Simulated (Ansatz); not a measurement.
## Run report: NiSb2, geometry relaxation (part 2 of 2)

The same run, continued: NiSb2 (6 atoms in the cell); DFT PBEsol, scalar-relativistic, plane waves, PAW, no spin polarisation (Ansatz 0.2.0); cutoff 420 eV, 8×6×10 k-mesh, Gaussian smearing of 0.1 eV. The structure derives from an entry of the Crystallography Open Database.

Geometry of the input (Å; fractional positions):
```
5.1823  0.0000  0.0000
0.0000  6.3168  0.0000
0.0000  0.0000  3.8403
Ni 0.0000  0.0000  0.0000
Ni 0.5000  0.5000  0.5000
Sb 0.2189  0.3593  0.0000
Sb 0.7811  0.6407  0.0000
Sb 0.7189  0.1407  0.5000
Sb 0.2811  0.8593  0.5000
```

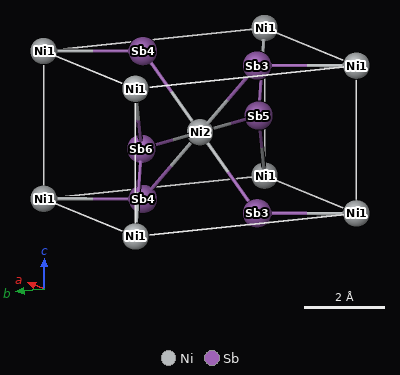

The geometry at step 2 of the log (ball-and-stick view of the cell of the calculation, seen at an oblique angle; atoms are numbered from 1 in the order of the input).

**Output, continued**
```
SCF iter   1: F=—  HF=-37243.703672 eV  |F-HF|=—  |Δ(HF+E_count)|=         —  Δρ=3.06e-4  dr2=8.13e-5  ethr=7.13e-8  ⟨swp⟩=3.0  Hψ=32377  notcnv=0
preconditioner: auto → Kerker (q_TF=auto, 2.615 Å⁻¹)  [metal: Δε(μ)=0.011 eV  Ē_g=20.223 eV  σ=0.100 eV  W_gap=0.06  n_scr=38 (ndim 8)  ℏωp=29.8 eV  f_vac=0.000  D(μ)=2.90/eV (n_scr^D=20)]
SCF iter   2: F=—  HF=-37243.703667 eV  |F-HF|=—  |Δ(HF+E_count)|=   4.75e-6  Δρ=1.44e-4  dr2=2.28e-5  ethr=7.13e-8  ⟨swp⟩=1.0  Hψ=6960  notcnv=0
SCF iter   3: F=—  HF=-37243.703664 eV  |F-HF|=—  |Δ(HF+E_count)|=   3.05e-6  Δρ=5.21e-5  dr2=3.97e-6  ethr=2.38e-8  ⟨swp⟩=1.2  Hψ=6988  notcnv=0
SCF iter   4: F=—  HF=-37243.703664 eV  |F-HF|=—  |Δ(HF+E_count)|=   4.04e-7  Δρ=1.69e-5  dr2=2.90e-7  ethr=4.13e-9  ⟨swp⟩=2.0  Hψ=7838  notcnv=0
iter 5 did not close the SCF: its close was put off for the readings that it lacked (scf_convergence_deferred on its scf_iter line)
SCF iter   5: F=-37243.703664 eV  HF=-37243.703664 eV  |F-HF|=9.63e-9  |Δ(HF+E_count)|=   3.96e-8  Δρ=3.90e-6  dr2=2.44e-8  ethr=3.02e-10  ⟨swp⟩=2.0  Hψ=10458  notcnv=0
SCF iter   6: F=-37243.703664 eV  HF=-37243.703664 eV  |F-HF|=1.15e-9  |Δ(HF+E_count)|=   3.19e-9  Δρ=1.43e-6  dr2=3.98e-9  ethr=2.54e-11  ⟨swp⟩=6.0  Hψ=44949  notcnv=0
SCF 4 converged in 6 iterations: F = -37243.703664 eV  dr2 = 3.98e-9
relax step   4: F+E_penalty+E_count = -37243.70366361 eV  Δ(F+E_penalty+E_count) = -2.184e-4 eV  max|allowed force component| = 4.483e-3 eV/Å  Δτ_max = 0.0037 Å  P = -0.001 GPa  Ω = 123.841 Å³  energy of the carried Pulay correction = +6.094e-4 eV  (6 SCF iters, dr2 threshold 1.45e-7 eV, accepted)
Crystal: 6 atoms, lattice volume = 123.825 Å³
iter 1 solved again at ethr=1.39e-8 eV; its pass at ethr=3.10e-3 eV (dr2=1.34e-5 eV) is discarded
SCF iter   1: F=—  HF=-37243.703705 eV  |F-HF|=—  |Δ(HF+E_count)|=         —  Δρ=1.51e-4  dr2=1.50e-5  ethr=1.39e-8  ⟨swp⟩=3.0  Hψ=32165  notcnv=0
preconditioner: auto → Kerker (q_TF=auto, 2.615 Å⁻¹)  [metal: Δε(μ)=0.010 eV  Ē_g=20.223 eV  σ=0.100 eV  W_gap=0.06  n_scr=38 (ndim 8)  ℏωp=29.8 eV  f_vac=0.000  D(μ)=2.92/eV (n_scr^D=20)]
SCF iter   2: F=—  HF=-37243.703705 eV  |F-HF|=—  |Δ(HF+E_count)|=   5.83e-8  Δρ=6.22e-5  dr2=2.96e-6  ethr=1.39e-8  ⟨swp⟩=1.2  Hψ=7002  notcnv=0
SCF iter   3: F=—  HF=-37243.703706 eV  |F-HF|=—  |Δ(HF+E_count)|=   3.39e-7  Δρ=2.11e-5  dr2=5.12e-7  ethr=3.08e-9  ⟨swp⟩=1.1  Hψ=6975  notcnv=0
SCF iter   4: F=—  HF=-37243.703706 eV  |F-HF|=—  |Δ(HF+E_count)|=   7.39e-8  Δρ=6.97e-6  dr2=6.09e-8  ethr=5.33e-10  ⟨swp⟩=2.0  Hψ=9442  notcnv=0
iter 5 did not close the SCF: its close was put off for the readings that it lacked (scf_convergence_deferred on its scf_iter line)
SCF iter   5: F=-37243.703706 eV  HF=-37243.703706 eV  |F-HF|=3.77e-9  |Δ(HF+E_count)|=   8.17e-9  Δρ=2.00e-6  dr2=6.62e-9  ethr=6.35e-11  ⟨swp⟩=1.9  Hψ=8809  notcnv=0
SCF iter   6: F=-37243.703706 eV  HF=-37243.703706 eV  |F-HF|=1.89e-10  |Δ(HF+E_count)|=  6.40e-10  Δρ=5.55e-7  dr2=6.52e-10  ethr=6.90e-12  ⟨swp⟩=5.7  Hψ=40040  notcnv=0
SCF 5 converged in 6 iterations: F = -37243.703706 eV  dr2 = 6.52e-10
  greatest PAW one-centre occupation: 1.001 electrons in one spin orbital (limit 2), on the Ni atom at site 0 (counted from 0), in its partial waves of l = 1
relax step   5: F+E_penalty+E_count = -37243.70370562 eV  Δ(F+E_penalty+E_count) = -4.200e-5 eV  max|allowed force component| = 1.414e-3 eV/Å  Δτ_max = 0.0013 Å  P = +0.000 GPa  Ω = 123.825 Å³  energy of the carried Pulay correction = +6.146e-4 eV  (6 SCF iters, dr2 threshold 1.30e-8 eV, accepted)
Initial wavefunctions: pseudopotential atomic-orbital guess (no wavefunctions were taken with the density)
iter 1 solved again at ethr=2.52e-7 eV; its pass at ethr=3.10e-3 eV (dr2=2.42e-4 eV) is discarded
SCF iter   1: F=—  HF=-37243.703056 eV  |F-HF|=—  |Δ(HF+E_count)|=         —  Δρ=1.88e-5  dr2=5.76e-8  ethr=2.52e-7  ⟨swp⟩=3.0  Hψ=44350  notcnv=0
eigensolver tolerance schedule: the retry pair's looser diagonalisation over-reported the residual by 4206.99 of it (diagonalisation noise at 0.52 of the residual, at the tolerance the schedule requests for it); recorded, not acted on — ethr = c·dr2/N_el stays at c = 1.0e-1
preconditioner: auto → Kerker (q_TF=auto, 2.615 Å⁻¹)  [metal: Δε(μ)=0.010 eV  Ē_g=20.223 eV  σ=0.100 eV  W_gap=0.06  n_scr=38 (ndim 8)  ℏωp=29.8 eV  f_vac=0.000  D(μ)=2.91/eV (n_scr^D=20)]
SCF iter   2: F=—  HF=-37243.703058 eV  |F-HF|=—  |Δ(HF+E_count)|=   1.65e-6  Δρ=1.00e-5  dr2=3.06e-8  ethr=6.00e-11  ⟨swp⟩=3.2  Hψ=17896  notcnv=0
SCF iter   3: F=—  HF=-37243.703058 eV  |F-HF|=—  |Δ(HF+E_count)|=   1.93e-8  Δρ=3.03e-6  dr2=2.99e-9  ethr=3.19e-11  ⟨swp⟩=2.0  Hψ=9315  notcnv=0
SCF iter   4: F=—  HF=-37243.703058 eV  |F-HF|=—  |Δ(HF+E_count)|=   2.69e-9  Δρ=3.55e-7  dr2=1.03e-10  ethr=3.11e-12  ⟨swp⟩=2.0  Hψ=9346  notcnv=0
iter 5 did not close the SCF: its close was put off for the readings that it lacked (scf_convergence_deferred on its scf_iter line)
SCF iter   5: F=-37243.703058 eV  HF=-37243.703058 eV  |F-HF|=1.46e-11  |Δ(HF+E_count)|=    0.00e0  Δρ=8.54e-8  dr2=1.49e-11  ethr=1.00e-12  ⟨swp⟩=1.0  Hψ=6960  notcnv=0
SCF iter   6: F=-37243.703058 eV  HF=-37243.703058 eV  |F-HF|=0.00e0  |Δ(HF+E_count)|=  1.46e-11  Δρ=5.38e-8  dr2=6.51e-12  ethr=1.00e-12  ⟨swp⟩=5.0  Hψ=32354  notcnv=0
SCF 6 converged in 6 iterations: F = -37243.703058 eV  dr2 = 6.51e-12
relax step   6: F+E_penalty+E_count = -37243.70305810 eV  Δ(F+E_penalty+E_count) = +6.475e-4 eV  max|allowed force component| = 1.433e-3 eV/Å  Δτ_max = 0.0000 Å  P = +0.004 GPa  Ω = 123.825 Å³  stress off target by 1.26e-2 GPa  SCF on the basis re-selected at this cell (its energy is not comparable with the rows above)  (6 SCF iters)
basis re-selected at this cell: Δ(F+E_penalty+E_count) = +6.475e-4 eV, ΔP = +0.004 GPa vs the last step (what re-selecting the basis moved, of the pressure what is left beyond the Pulay correction that the steps carried, after the strain that the cell walked since its last selection, with what the two solves' SCF thresholds leave and, on support functions, any second-order correction that the steps lacked; it is no measure of the basis error at this ecutwfc). This SCF's stress stands 1.26e-2 GPa from its target on what of the cell is left free (relax.cell.stress_tol is 5.00e-2 GPa) and its largest allowed force component is 1.43e-3 eV/Å (relax.f_tol is 5.00e-3 eV/Å): within both
SCF converged after 6 iterations
Free energy (F): -37243.703058 eV
Harris-Foulkes:  -37243.703058 eV  (|F-HF|=0.00e0)
Internal energy: -37243.688489 eV  (E = F + TS)
E sigma→0 (E₀):  -37243.695773 eV
Entropy (-TS):   -0.014569 eV (-2.428 meV/atom)
Fermi energy:    13.155050 eV
--- Per-component energies (eV) ---
  E_band       = -1239.515940
  E_kinetic    = 1405.109715
  E_local      = -14847.909337  (includes V_loc(G=0)·N_el)
  E_nonlocal   = 2735.774243
  E_hartree    = 6557.857676
  E_xc         = -722.458946
  E_vxc        = -610.085130  (∫ρ·V_xc dr)
  E_paw        = -21196.771796  (= ΣΔE_a)
  E_vpaw       = -3038.121941  (= ΣTr[D̂ρ^β])
  E_aug_tail   = 0.000956  (compensation charges beyond the density's cutoff)
  E_ewald      = -11177.013005
  E_core_change = 1.722006  (= ΣΔE_core)
  E_smearing   = -0.014569  (= −TS)
  E_closure    = 0.000000  (closes the sum)
  Σ components = -37243.703058   (vs F -37243.703058, Δ=0.00e0)
--- Forces (eV/Å), atoms counted from 1 ---
  atom   1  Ni     0.00000000     0.00000000     0.00000000
  atom   2  Ni     0.00000000     0.00000000     0.00000000
  atom   3  Sb     0.00043848     0.00143340    -0.00000000
  atom   4  Sb    -0.00043848    -0.00143340     0.00000000
  atom   5  Sb     0.00043848    -0.00143340     0.00000000
  atom   6  Sb    -0.00043848     0.00143340     0.00000000
  max |Σ_I F_I| component: 1.39e-17 eV/Å
--- Stress (GPa, compression-positive) ---
        0.009865       0.000000      -0.000000
        0.000000      -0.010477      -0.000000
       -0.000000      -0.000000       0.012602
  P = ⅓ Tr σ = 0.0040 GPa (0.040 kbar)
--- Band table (eV; the first three rows and the last of 120) ---
  k-point 0: bands = ["-90.1054", "-90.1054", "-50.7126", "-50.7125", "-50.6554", "-50.6554", "-50.6091", "-50.6090", "-15.9145", "-15.9054", "-15.8508", "-15.8338", "-15.8127", "-15.8072", "-15.8062", "-15.8050", "-15.7888", "-15.7824", "-15.7806", "-15.7747", "-15.7688", "-15.7640", "-15.7618", "-15.7577", "-15.7560", "-15.7541", "-15.7415", "-15.7301", "0.3298", "3.5408", "3.8275", "5.0930", "7.1061", "8.5185", "9.4214", "10.0576", "10.2302", "10.3808", "10.6114", "10.7881", "10.9244", "10.9250", "10.9680", "11.0357", "11.0960", "11.4892", "12.0042", "12.8300", "14.6838", "15.9290", "16.0646", "16.3716", "16.6004", "16.8838", "18.4059", "18.6472", "19.3547", "19.7319"]
  k-point 1: bands = ["-90.1054", "-90.1054", "-50.7126", "-50.7125", "-50.6555", "-50.6554", "-50.6091", "-50.6090", "-15.9139", "-15.9058", "-15.8501", "-15.8336", "-15.8135", "-15.8103", "-15.8067", "-15.8006", "-15.7891", "-15.7818", "-15.7801", "-15.7733", "-15.7690", "-15.7656", "-15.7647", "-15.7564", "-15.7541", "-15.7512", "-15.7426", "-15.7302", "0.4247", "3.5666", "3.8986", "5.1253", "7.1970", "8.5048", "9.4577", "9.8913", "10.0170", "10.1929", "10.6311", "10.7694", "10.8875", "10.9512", "10.9598", "11.0470", "11.1694", "11.6317", "11.8201", "13.0278", "14.0059", "14.8616", "15.9953", "16.2822", "17.0620", "17.2091", "18.1028", "18.4079", "18.7126", "20.7350"]
  k-point 2: bands = ["-90.1054", "-90.1054", "-50.7126", "-50.7125", "-50.6556", "-50.6555", "-50.6091", "-50.6090", "-15.9125", "-15.9068", "-15.8479", "-15.8326", "-15.8158", "-15.8156", "-15.8052", "-15.7948", "-15.7899", "-15.7797", "-15.7796", "-15.7737", "-15.7701", "-15.7698", "-15.7606", "-15.7544", "-15.7532", "-15.7454", "-15.7451", "-15.7303", "0.7057", "3.5965", "4.1039", "5.2059", "7.4384", "8.3436", "9.5479", "9.5584", "9.5701", "9.9262", "10.6568", "10.7630", "10.8532", "10.9424", "11.0469", "11.2120", "11.2927", "11.4146", "11.6719", "12.9995", "13.3188", "13.9277", "14.6157", "16.1083", "16.9101", "17.1033", "17.7076", "18.7901", "19.3336", "20.0179"]
  k-point 119: bands = ["-90.1054", "-90.1054", "-50.7125", "-50.7125", "-50.6558", "-50.6558", "-50.6090", "-50.6090", "-15.9046", "-15.9046", "-15.8347", "-15.8347", "-15.8320", "-15.8320", "-15.7988", "-15.7988", "-15.7860", "-15.7860", "-15.7728", "-15.7728", "-15.7611", "-15.7611", "-15.7507", "-15.7507", "-15.7494", "-15.7494", "-15.7382", "-15.7382", "3.3902", "3.3902", "4.0864", "4.0864", "7.2381", "7.2381", "7.7213", "7.7213", "10.1322", "10.1322", "10.5302", "10.5302", "10.8607", "10.8607", "11.1188", "11.1188", "11.1371", "11.1371", "12.8450", "12.8450", "14.7214", "14.7214", "15.3803", "15.3803", "15.5410", "15.5410", "18.7436", "18.7436", "19.0657", "19.0657"]
--- Relaxed structure (5 steps of the walk, 5 accepted, 1 SCFs on fresh bases) ---
  F+E_penalty+E_count = -37243.70305810 eV   max|allowed force component| = 1.433e-3 eV/Å   (the final SCF, on the basis selected at the relaxed cell)
  cell:  # Å, volume = 123.8248 Å³
    - [5.15043994917599, 0.0, 0.0]
    - [0.0, 6.275273776319859, 0.0]
    - [0.0, 0.0, 3.831161665572483]
  atoms:
    - { symbol: Ni, position: [-5.579001202737546e-20, 0.0, 0.0] }
    - { symbol: Ni, position: [0.49999999999999994, 0.5, 0.5] }
    - { symbol: Sb, position: [0.2207161712295528, 0.35781929317231986, 0.0] }
    - { symbol: Sb, position: [0.7792838287704472, 0.6421807068276802, 0.0] }
    - { symbol: Sb, position: [0.7207161712295529, 0.14218070682768014, 0.5] }
    - { symbol: Sb, position: [0.27928382877044716, 0.8578192931723198, 0.5] }
```

**Trajectory as extended XYZ (Å, eV, eV/Å), 6 frames, from step=1 to step=6**
```
6
Lattice="5.1823 0.0000 0.0000 0.0000 6.3168 0.0000 0.0000 0.0000 3.8403" Properties=species:S:1:pos:R:3:forces:R:3 step=1 energy=-37243.69140 pressure_GPa=-1.45
Ni    0.0000    0.0000    0.0000    0.0000   0.0000   0.0000
Ni    2.5911    3.1584    1.9202    0.0000   0.0000   0.0000
Sb    1.1344    2.2696    0.0000    0.0753  -0.0765   0.0000
Sb    4.0479    4.0472    0.0000   -0.0753   0.0765   0.0000
Sb    3.7256    0.8888    1.9202    0.0753   0.0765   0.0000
Sb    1.4567    5.4280    1.9202   -0.0753  -0.0765   0.0000
6
Lattice="5.1555 0.0000 0.0000 0.0000 6.2594 0.0000 0.0000 0.0000 3.8182" Properties=species:S:1:pos:R:3:forces:R:3 step=2 energy=-37243.70125 pressure_GPa=0.51
Ni    0.0000    0.0000    0.0000    0.0000   0.0000   0.0000
Ni    2.5778    3.1297    1.9091    0.0000   0.0000   0.0000
Sb    1.1440    2.2370    0.0000   -0.0812   0.0331   0.0000
Sb    4.0115    4.0224    0.0000    0.0812  -0.0331   0.0000
Sb    3.7218    0.8927    1.9091   -0.0812  -0.0331   0.0000
Sb    1.4338    5.3667    1.9091    0.0812   0.0331   0.0000
6
Lattice="5.1492 0.0000 0.0000 0.0000 6.2737 0.0000 0.0000 0.0000 3.8274" Properties=species:S:1:pos:R:3:forces:R:3 step=3 energy=-37243.70344 pressure_GPa=0.16
Ni    0.0000    0.0000    0.0000    0.0000   0.0000   0.0000
Ni    2.5746    3.1368    1.9137    0.0000   0.0000   0.0000
Sb    1.1340    2.2474    0.0000    0.0218  -0.0251   0.0000
Sb    4.0152    4.0263    0.0000   -0.0218   0.0251   0.0000
Sb    3.7085    0.8894    1.9137    0.0218   0.0251   0.0000
Sb    1.4406    5.3843    1.9137   -0.0218  -0.0251   0.0000
6
Lattice="5.1516 0.0000 0.0000 0.0000 6.2706 0.0000 0.0000 0.0000 3.8337" Properties=species:S:1:pos:R:3:forces:R:3 step=4 energy=-37243.70366 pressure_GPa=-0.00
Ni    0.0000    0.0000    0.0000    0.0000   0.0000   0.0000
Ni    2.5758    3.1353    1.9168    0.0000   0.0000   0.0000
Sb    1.1378    2.2448    0.0000   -0.0010  -0.0045   0.0000
Sb    4.0138    4.0258    0.0000    0.0010   0.0045   0.0000
Sb    3.7136    0.8905    1.9168   -0.0010   0.0045   0.0000
Sb    1.4380    5.3801    1.9168    0.0010  -0.0045   0.0000
6
Lattice="5.1504 0.0000 0.0000 0.0000 6.2753 0.0000 0.0000 0.0000 3.8312" Properties=species:S:1:pos:R:3:forces:R:3 step=5 energy=-37243.70371 pressure_GPa=0.00
Ni    0.0000    0.0000    0.0000    0.0000   0.0000   0.0000
Ni    2.5752    3.1376    1.9156    0.0000   0.0000   0.0000
Sb    1.1368    2.2454    0.0000    0.0005   0.0014   0.0000
Sb    4.0137    4.0299    0.0000   -0.0005  -0.0014   0.0000
Sb    3.7120    0.8922    1.9156    0.0005  -0.0014   0.0000
Sb    1.4384    5.3831    1.9156   -0.0005   0.0014   0.0000
6
Lattice="5.1504 0.0000 0.0000 0.0000 6.2753 0.0000 0.0000 0.0000 3.8312" Properties=species:S:1:pos:R:3:forces:R:3 step=6 energy=-37243.70306 pressure_GPa=0.00
Ni    0.0000    0.0000    0.0000    0.0000   0.0000   0.0000
Ni    2.5752    3.1376    1.9156    0.0000   0.0000   0.0000
Sb    1.1368    2.2454    0.0000    0.0004   0.0014   0.0000
Sb    4.0137    4.0299    0.0000   -0.0004  -0.0014   0.0000
Sb    3.7120    0.8922    1.9156    0.0004  -0.0014   0.0000
Sb    1.4384    5.3831    1.9156   -0.0004   0.0014   0.0000
```

**Summary**

| quantity | value |
| --- | --- |
| outcome | converged |
| space group (tolerance 0.01 Å) | Pnnm (58) |
| electrons treated | 96 |
| free energy | −37243.7031 eV |
| Fermi energy | 13.155 eV |
| gap on the k-point mesh | none (metallic) |
| pressure | 0.00 GPa |
| final volume | 123.82 Å³ |
| largest force (length of the vector) at the end | 0.001 eV/Å |
| final cell | a = 5.150 Å, b = 6.275 Å, c = 3.831 Å, α = 90.00°, β = 90.00°, γ = 90.00° |
| hardware | 1 thread of Arm Neoverse V1, 24 GiB of memory available, shared host |
| wall time | 6.7 min |
| peak memory | 0.82 GiB |

**Notes**

The run has no spin polarisation, so a magnetic state may lie lower.
